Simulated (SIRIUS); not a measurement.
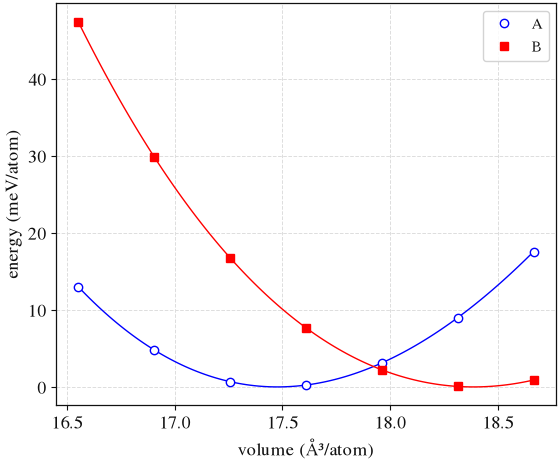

The figure compares two calculations of the energy against volume, each curve from its own zero. The first is for MgS, space group Fm-3m (No. 225).

The cell holds 2 atoms.

Method: plane-wave DFT, no spin polarisation; energies at scaled volumes of the given cell, shape and fractions fixed, counted from the fit's minimum, third-order Birch-Murnaghan fit (SIRIUS 7.12.0). Level: PBEsol.

- k mesh: 5×5×5
- occupations: Fermi–Dirac
- smearing width: 0.05 eV
- potentials: dojo sr pbe 0.4.1 standard
- wave cutoff: 1152 eV
- density cutoff: 4606 eV

In the second, the level changes from PBEsol to RPBE.

Which of A and B is the second calculation, and what did the change do?

B. The equilibrium volume rises from 17.48 to 18.39 Å³/atom (+5.2 %) and the bulk modulus falls from 77.8 to 69.6 GPa (−11 %).

V0 and the bulk modulus come from third-order Birch–Murnaghan fits.
